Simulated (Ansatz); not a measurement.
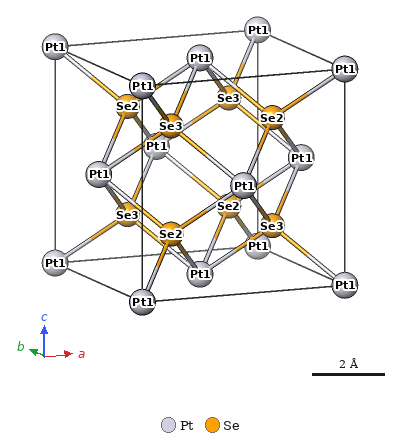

**Figure 1.** The input geometry (ball-and-stick view of the cell 4 times as large as that of the calculation, set on its symmetry axes, seen slightly off an axis; atoms are numbered from 1 in the order of the input). An atom can appear more than once, as a periodic image. Near neighbours in the periodic cell (some may lie outside the picture): Pt has 8 Se at 2.68 Å; Se has 4 Pt at 2.68 Å.

**PtSe₂: geometry relaxation (part 1 of 2)**

- system: PtSe₂ (Fm-3m, 3 atoms in the cell)
- method: DFT, r2SCAN+rVV10, plane waves, PAW, no spin polarisation (Ansatz 0.2.0)

The structure was built on a prototype by a generator. The geometry comes from this level: PBEsol. Figures and captions count atoms from 1; the log counts them from 0 in places.

Input file
```yaml
crystal:
  lattice:
    - [0.0, 3.1000960154, 3.1000960154]
    - [3.1000960154, 0.0, 3.1000960154]
    - [3.1000960154, 3.1000960154, 0.0]
  atoms:
    - { symbol: Pt, position: [0.0, 0.0, 0.0] }
    - { symbol: Se, position: [0.25, 0.25, 0.25] }
    - { symbol: Se, position: [0.75, 0.75, 0.75] }
kpoints:
  mp_grid: { grid: [6, 6, 6] }
hamiltonian:
  xc: r2scan
  dispersion: rvv10
scf:
  occupations: { method: fermi_dirac, width: 0.03 }
relax:
  f_tol: 0.01
  cell: {}
  max_steps: 120
output:
  write_density: true
  write_potential: true
  elf: true
  volumetric_format: npy
```

Command:
```bash
ansatz run input.yaml --threads 2 --pin off --max-ram 2211MiB --backend cpu --events-out ev --progress --plain --runs-dir out
```

Output
```
Engine: ansatz 0.2.0, aarch64-unknown-linux-gnu
Pseudopotentials: kind: paw
Pseudopotential: Pt, paw, valence charge 18, recommended cutoff 500 eV (meta_gga), Pt.paw.azcp
Pseudopotential: Se, paw, valence charge 16, recommended cutoff 500 eV (meta_gga), Se.paw.azcp
Functional definition: r2SCAN+rVV10
  parameter k0 = 0.174
  parameter k1 = 0.065
  parameter a1 = 4.9479
  exchange = r2scan_x(k0 = k0, k1 = k1, a1 = a1)
  correlation = r2scan_c + rvv10(11.95, 0.0093)
Crystal: 3 atoms, lattice volume = 59.588 Å³
Basis set: ecut = 500 eV, 1459 PW (Γ), exchange–correlation on 144×144×144 points (64 copies of the dense FFT grid, shifted against one another)
Bands: 30, of which v1, the nominal top of the filled ones, is band 25 counted from 1 (24 counted from 0)
Symmetry: 48 space group operations
Space group: Fm-3m (ITA 225), of the structure as read, at distance tolerance 3.9e-5 Å
k-points: 16 of 216
Non-local potential: Pt, projectors of the file, l = 0: 3, l = 1: 2, l = 2: 2, l = 3: 1
Non-local potential: Se, projectors of the file, l = 0: 2, l = 1: 2, l = 2: 3, l = 3: 1
PAW form: soft (Blöchl's): semilocal exchange-correlation on the pseudo side does not see the compensation charge
rVV10 density: all electrons in the spheres
PAW frozen core: Pt, regenerated for the run's functional (the file was generated under x = pbe(κ = 0.804, μ = 0.2195149727645171), c = pbe(β = 0.06672455060314922))
PAW frozen core: Se, regenerated for the run's functional (the file was generated under x = pbe(κ = 0.804, μ = 0.2195149727645171), c = pbe(β = 0.06672455060314922))
PAW one-centre angular grid: Pt, 590 points (default); XC on 160 Gauss nodes
PAW one-centre angular grid: Se, 590 points (default); XC on 160 Gauss nodes
Initial density: superposition of atomic densities (neutral atoms: chi_scale 0, normalization atom), corrected by the library's trained network
Initial wavefunctions: pseudopotential atomic-orbital guess
Functional: x = r2scan, c = r2scan + rvv10(b = 11.95, C = 0.0093); τ floored in thin density (d = 2e-4 eV/Å³)
SCF iter   1: F=—  HF=-23486.965982 eV  |F-HF|=—  |Δ(HF+E_count)|=         —  Δρ=6.80e-3  dr2=1.13e-2  dr2_τ=1.36e-2  ethr=1.77e-3  ⟨swp⟩=6.0  Hψ=1839  notcnv=0
preconditioner: auto → LDOS  [metal: Δε(μ)=0.049 eV  Ē_g=10.004 eV  σ=0.030 eV  W_gap=0.38  n_scr=14 (ndim 8)  ℏωp=22.6 eV  f_vac=0.062  D(μ)=4.23/eV (n_scr^D=58)  β→1.0]
SCF iter   2: F=—  HF=-23486.986894 eV  |F-HF|=—  |Δ(HF+E_count)|=   2.09e-2  Δρ=9.61e-4  dr2=3.27e-4  dr2_τ=3.31e-4  ethr=2.27e-5  ⟨swp⟩=2.0  Hψ=1022  notcnv=0  defer=2
SCF iter   3: F=—  HF=-23486.986795 eV  |F-HF|=—  |Δ(HF+E_count)|=   9.94e-5  Δρ=5.53e-4  dr2=2.07e-4  dr2_τ=3.16e-5  ethr=6.55e-7  ⟨swp⟩=2.0  Hψ=930  notcnv=0  defer=2
SCF iter   4: F=—  HF=-23486.986725 eV  |F-HF|=—  |Δ(HF+E_count)|=   6.95e-5  Δρ=2.84e-4  dr2=5.51e-5  dr2_τ=7.06e-7  ethr=4.14e-7  ⟨swp⟩=2.1  Hψ=814  notcnv=0  defer=2
SCF iter   5: F=—  HF=-23486.986739 eV  |F-HF|=—  |Δ(HF+E_count)|=   1.37e-5  Δρ=1.13e-4  dr2=1.24e-5  dr2_τ=1.01e-7  ethr=1.10e-7  ⟨swp⟩=2.0  Hψ=645  notcnv=0  defer=2
SCF iter   6: F=—  HF=-23486.986737 eV  |F-HF|=—  |Δ(HF+E_count)|=   1.81e-6  Δρ=2.63e-5  dr2=6.04e-7  dr2_τ=3.72e-8  ethr=2.48e-8  ⟨swp⟩=2.2  Hψ=596  notcnv=0  defer=2
SCF iter   7: F=-23486.986737 eV  HF=-23486.986737 eV  |F-HF|=2.18e-8  |Δ(HF+E_count)|=   2.32e-8  Δρ=6.75e-6  dr2=3.21e-8  dr2_τ=2.32e-9  ethr=2.00e-10  ⟨swp⟩=7.8  Hψ=2917  notcnv=0
SCF 1 converged in 7 iterations: F = -23486.986737 eV  dr2 = 3.21e-8
  greatest PAW one-centre occupation: 1.000 electrons in one spin orbital (limit 2), on the Pt atom at site 0 (counted from 0), in its partial waves of l = 0
relax step   1: F+E_penalty+E_count = -23486.98673719 eV  Δ(F+E_penalty+E_count) = +0.000e0 eV  max|allowed force component| = 7.710e-18 eV/Å  Δτ_max = 0.0000 Å  P = +2.230 GPa  Ω = 59.588 Å³  (7 SCF iters, dr2 threshold 1.00e-7 eV, accepted)
Crystal: 3 atoms, lattice volume = 61.910 Å³
Basis set: ecut = 500 eV, 1591 PW (Γ), exchange–correlation on 144×144×144 points (64 copies of the dense FFT grid, shifted against one another)
rVV10 density: all electrons in the spheres
Initial density: handed on by an earlier stage of this run
Initial wavefunctions: those handed on with the density
iter 1 solved again at ethr=4.75e-6 eV; its pass at ethr=3.10e-3 eV (dr2=2.38e-3 eV) is discarded
SCF iter   1: F=—  HF=-23486.917522 eV  |F-HF|=—  |Δ(HF+E_count)|=         —  Δρ=2.16e-3  dr2=2.60e-3  dr2_τ=5.44e-2  ethr=4.75e-6  ⟨swp⟩=1.9  Hψ=2435  notcnv=0
preconditioner: auto → LDOS  [metal: Δε(μ)=0.048 eV  Ē_g=9.716 eV  σ=0.030 eV  W_gap=0.34  n_scr=14 (ndim 8)  ℏωp=22.1 eV  f_vac=0.070  D(μ)=3.86/eV (n_scr^D=50)  β→1.0]
SCF iter   2: F=—  HF=-23486.984692 eV  |F-HF|=—  |Δ(HF+E_count)|=   6.72e-2  Δρ=1.75e-3  dr2=1.76e-3  dr2_τ=1.26e-4  ethr=4.75e-6  ⟨swp⟩=2.2  Hψ=963  notcnv=0
SCF iter   3: F=—  HF=-23486.984361 eV  |F-HF|=—  |Δ(HF+E_count)|=   3.31e-4  Δρ=9.36e-4  dr2=8.62e-4  dr2_τ=4.67e-6  ethr=3.52e-6  ⟨swp⟩=2.1  Hψ=839  notcnv=0
SCF iter   4: F=—  HF=-23486.984292 eV  |F-HF|=—  |Δ(HF+E_count)|=   6.89e-5  Δρ=5.73e-4  dr2=3.30e-4  dr2_τ=3.17e-6  ethr=1.72e-6  ⟨swp⟩=1.0  Hψ=480  notcnv=0
SCF iter   5: F=—  HF=-23486.984263 eV  |F-HF|=—  |Δ(HF+E_count)|=   2.95e-5  Δρ=2.43e-4  dr2=5.77e-5  dr2_τ=4.26e-7  ethr=6.59e-7  ⟨swp⟩=1.0  Hψ=480  notcnv=0
SCF iter   6: F=—  HF=-23486.984259 eV  |F-HF|=—  |Δ(HF+E_count)|=   3.78e-6  Δρ=6.10e-5  dr2=3.37e-6  dr2_τ=3.22e-8  ethr=1.15e-7  ⟨swp⟩=1.8  Hψ=506  notcnv=0
SCF iter   7: F=-23486.984259 eV  HF=-23486.984259 eV  |F-HF|=7.03e-9  |Δ(HF+E_count)|=   1.55e-7  Δρ=2.58e-6  dr2=5.94e-9  dr2_τ=2.97e-9  ethr=6.00e-10  ⟨swp⟩=6.6  Hψ=3308  notcnv=0
SCF 2 converged in 7 iterations: F = -23486.984259 eV  dr2 = 5.94e-9
relax step   2: F+E_penalty+E_count = -23486.98425861 eV  Δ(F+E_penalty+E_count) = +2.479e-3 eV  max|allowed force component| = 1.022e-17 eV/Å  Δτ_max = 0.0000 Å  P = -2.357 GPa  Ω = 61.910 Å³  energy of the carried Pulay correction = -3.389e-4 eV  (7 SCF iters, dr2 threshold 3.00e-7 eV, rejected (line search))
Crystal: 3 atoms, lattice volume = 60.694 Å³
Basis set: ecut = 500 eV, 1471 PW (Γ), exchange–correlation on 144×144×144 points (64 copies of the dense FFT grid, shifted against one another)
rVV10 density: all electrons in the spheres
iter 1 solved again at ethr=1.55e-6 eV; its pass at ethr=3.10e-3 eV (dr2=7.77e-4 eV) is discarded
SCF iter   1: F=—  HF=-23486.976685 eV  |F-HF|=—  |Δ(HF+E_count)|=         —  Δρ=1.04e-3  dr2=5.82e-4  dr2_τ=1.43e-2  ethr=1.55e-6  ⟨swp⟩=1.9  Hψ=2409  notcnv=0
preconditioner: auto → LDOS  [metal: Δε(μ)=0.036 eV  Ē_g=9.883 eV  σ=0.030 eV  W_gap=0.28  n_scr=14 (ndim 8)  ℏωp=22.4 eV  f_vac=0.061  D(μ)=3.73/eV (n_scr^D=26)  β→1.0]
SCF iter   2: F=—  HF=-23486.993925 eV  |F-HF|=—  |Δ(HF+E_count)|=   1.72e-2  Δρ=7.70e-4  dr2=3.28e-4  dr2_τ=2.14e-5  ethr=1.16e-6  ⟨swp⟩=2.1  Hψ=962  notcnv=0
SCF iter   3: F=—  HF=-23486.993884 eV  |F-HF|=—  |Δ(HF+E_count)|=   4.03e-5  Δρ=4.33e-4  dr2=1.77e-4  dr2_τ=1.20e-6  ethr=6.56e-7  ⟨swp⟩=2.0  Hψ=829  notcnv=0
SCF iter   4: F=—  HF=-23486.993872 eV  |F-HF|=—  |Δ(HF+E_count)|=   1.25e-5  Δρ=2.37e-4  dr2=4.73e-5  dr2_τ=1.39e-6  ethr=3.55e-7  ⟨swp⟩=1.7  Hψ=512  notcnv=0
SCF iter   5: F=—  HF=-23486.993850 eV  |F-HF|=—  |Δ(HF+E_count)|=   2.18e-5  Δρ=8.61e-5  dr2=7.01e-6  dr2_τ=7.37e-8  ethr=9.45e-8  ⟨swp⟩=1.2  Hψ=485  notcnv=0
SCF iter   6: F=—  HF=-23486.993858 eV  |F-HF|=—  |Δ(HF+E_count)|=   8.35e-6  Δρ=1.30e-5  dr2=1.28e-7  dr2_τ=2.15e-9  ethr=1.40e-8  ⟨swp⟩=2.9  Hψ=835  notcnv=0
SCF iter   7: F=—  HF=-23486.993856 eV  |F-HF|=—  |Δ(HF+E_count)|=   2.78e-6  Δρ=7.97e-6  dr2=4.06e-8  dr2_τ=1.19e-9  ethr=2.56e-10  ⟨swp⟩=2.0  Hψ=815  notcnv=0
SCF iter   8: F=—  HF=-23486.993856 eV  |F-HF|=—  |Δ(HF+E_count)|=   1.54e-8  Δρ=1.65e-6  dr2=1.60e-9  dr2_τ=4.54e-11  ethr=8.12e-11  ⟨swp⟩=2.0  Hψ=660  notcnv=0
SCF iter   9: F=—  HF=-23486.993856 eV  |F-HF|=—  |Δ(HF+E_count)|=  2.29e-10  Δρ=3.57e-7  dr2=8.10e-11  dr2_τ=1.85e-12  ethr=3.21e-12  ⟨swp⟩=2.8  Hψ=896  notcnv=0
SCF iter  10: F=-23486.993856 eV  HF=-23486.993856 eV  |F-HF|=7.28e-12  |Δ(HF+E_count)|=  1.09e-11  Δρ=1.75e-8  dr2=2.13e-13  dr2_τ=1.67e-14  ethr=1.00e-12  ⟨swp⟩=5.6  Hψ=2170  notcnv=0
SCF 3 converged in 10 iterations: F = -23486.993856 eV  dr2 = 2.13e-13
relax step   3: F+E_penalty+E_count = -23486.99385569 eV  Δ(F+E_penalty+E_count) = -7.119e-3 eV  max|allowed force component| = 5.860e-17 eV/Å  Δτ_max = 0.0000 Å  P = -0.082 GPa  Ω = 60.694 Å³  energy of the carried Pulay correction = -1.631e-4 eV  (10 SCF iters, accepted)
Crystal: 3 atoms, lattice volume = 60.654 Å³
rVV10 density: all electrons in the spheres
iter 1 solved again at ethr=1.11e-9 eV; its pass at ethr=3.10e-3 eV (dr2=5.53e-7 eV) is discarded
SCF iter   1: F=—  HF=-23486.993853 eV  |F-HF|=—  |Δ(HF+E_count)|=         —  Δρ=3.57e-5  dr2=6.96e-7  dr2_τ=1.58e-5  ethr=1.11e-9  ⟨swp⟩=3.0  Hψ=2235  notcnv=0
preconditioner: auto → LDOS  [metal: Δε(μ)=0.037 eV  Ē_g=9.875 eV  σ=0.030 eV  W_gap=0.29  n_scr=14 (ndim 8)  ℏωp=22.4 eV  f_vac=0.062  D(μ)=3.76/eV (n_scr^D=50)  β→1.0]
SCF iter   2: F=—  HF=-23486.993872 eV  |F-HF|=—  |Δ(HF+E_count)|=   1.94e-5  Δρ=2.72e-5  dr2=4.11e-7  dr2_τ=2.85e-8  ethr=1.11e-9  ⟨swp⟩=2.2  Hψ=901  notcnv=0
SCF iter   3: F=—  HF=-23486.993872 eV  |F-HF|=—  |Δ(HF+E_count)|=   6.47e-8  Δρ=1.50e-5  dr2=2.15e-7  dr2_τ=1.26e-9  ethr=8.21e-10  ⟨swp⟩=2.0  Hψ=826  notcnv=0
SCF iter   4: F=—  HF=-23486.993872 eV  |F-HF|=—  |Δ(HF+E_count)|=   1.54e-8  Δρ=8.42e-6  dr2=5.77e-8  dr2_τ=1.64e-9  ethr=4.29e-10  ⟨swp⟩=2.0  Hψ=559  notcnv=0
SCF iter   5: F=-23486.993872 eV  HF=-23486.993872 eV  |F-HF|=1.07e-8  |Δ(HF+E_count)|=   5.06e-9  Δρ=3.58e-6  dr2=1.14e-8  dr2_τ=1.15e-10  ethr=3.35e-11  ⟨swp⟩=5.9  Hψ=2755  notcnv=0
SCF 4 converged in 5 iterations: F = -23486.993872 eV  dr2 = 1.14e-8
relax step   4: F+E_penalty+E_count = -23486.99387202 eV  Δ(F+E_penalty+E_count) = -1.633e-5 eV  max|allowed force component| = 5.860e-17 eV/Å  Δτ_max = 0.0000 Å  P = -0.003 GPa  Ω = 60.654 Å³  energy of the carried Pulay correction = -1.573e-4 eV  (5 SCF iters, dr2 threshold 1.67e-8 eV, accepted)
rVV10 density: all electrons in the spheres
Initial wavefunctions: pseudopotential atomic-orbital guess (no wavefunctions were taken with the density)
iter 1 solved again at ethr=4.73e-8 eV; its pass at ethr=3.10e-3 eV (dr2=2.37e-5 eV) is discarded
SCF iter   1: F=—  HF=-23486.994045 eV  |F-HF|=—  |Δ(HF+E_count)|=         —  Δρ=4.52e-5  dr2=8.75e-8  dr2_τ=6.63e-7  ethr=4.73e-8  ⟨swp⟩=3.8  Hψ=3274  notcnv=0
preconditioner: auto → LDOS  [metal: Δε(μ)=0.037 eV  Ē_g=9.874 eV  σ=0.030 eV  W_gap=0.29  n_scr=14 (ndim 8)  ℏωp=22.4 eV  f_vac=0.062  D(μ)=3.76/eV (n_scr^D=50)  β→1.0]
SCF iter   2: F=—  HF=-23486.994041 eV  |F-HF|=—  |Δ(HF+E_count)|=   3.98e-6  Δρ=4.22e-6  dr2=5.83e-9  dr2_τ=3.73e-9  ethr=1.75e-10  ⟨swp⟩=2.0  Hψ=886  notcnv=0
SCF iter   3: F=—  HF=-23486.994041 eV  |F-HF|=—  |Δ(HF+E_count)|=   4.35e-9  Δρ=9.78e-7  dr2=3.83e-10  dr2_τ=1.14e-10  ethr=1.17e-11  ⟨swp⟩=2.0  Hψ=884  notcnv=0
SCF iter   4: F=—  HF=-23486.994041 eV  |F-HF|=—  |Δ(HF+E_count)|=  1.93e-10  Δρ=3.91e-7  dr2=1.20e-10  dr2_τ=4.14e-12  ethr=1.00e-12  ⟨swp⟩=6.4  Hψ=2502  notcnv=0
SCF iter   5: F=—  HF=-23486.994041 eV  |F-HF|=—  |Δ(HF+E_count)|=    0.00e0  Δρ=2.01e-7  dr2=3.62e-11  dr2_τ=7.68e-13  ethr=1.00e-12  ⟨swp⟩=1.0  Hψ=480  notcnv=0
SCF iter   6: F=-23486.994041 eV  HF=-23486.994041 eV  |F-HF|=7.28e-12  |Δ(HF+E_count)|=    0.00e0  Δρ=6.98e-8  dr2=4.83e-12  dr2_τ=4.90e-14  ethr=1.00e-12  ⟨swp⟩=4.9  Hψ=1872  notcnv=0
SCF 5 converged in 6 iterations: F = -23486.994041 eV  dr2 = 4.83e-12
relax step   5: F+E_penalty+E_count = -23486.99404051 eV  Δ(F+E_penalty+E_count) = -1.685e-4 eV  max|allowed force component| = 5.397e-17 eV/Å  Δτ_max = 0.0000 Å  P = -0.001 GPa  Ω = 60.654 Å³  stress off target by 1.03e-3 GPa  SCF on the basis re-selected at this cell (its energy is not comparable with the rows above)  (6 SCF iters)
```

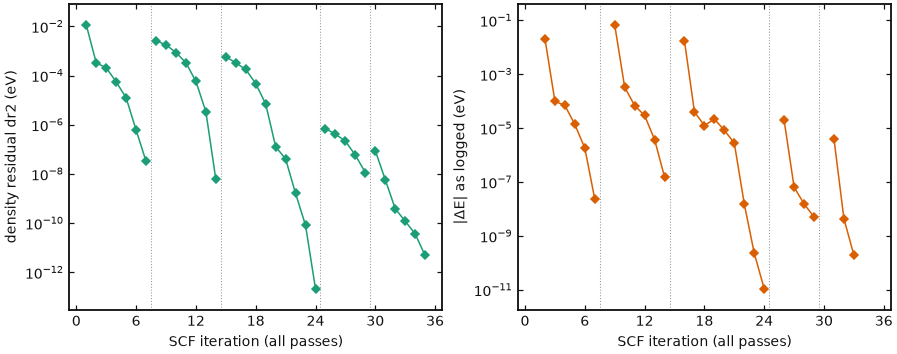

**Figure 2.** Convergence of the self-consistent field: density residual dr2 and size of the energy change against the SCF iteration. The dotted lines part the SCF passes of the relaxation: geometry steps, rejected trials and re-solves on a re-selected basis. The 5 passes take 5 to 10 iterations each, 35 in all.

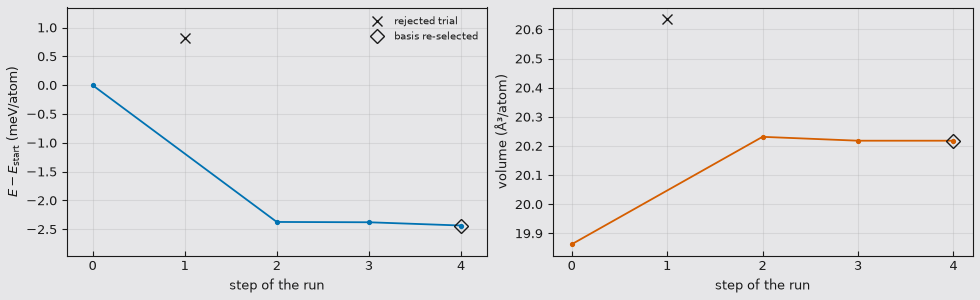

**Figure 3.** Progress of the relaxation, step by step (the first geometry is step 0 here and step 1 in the log).
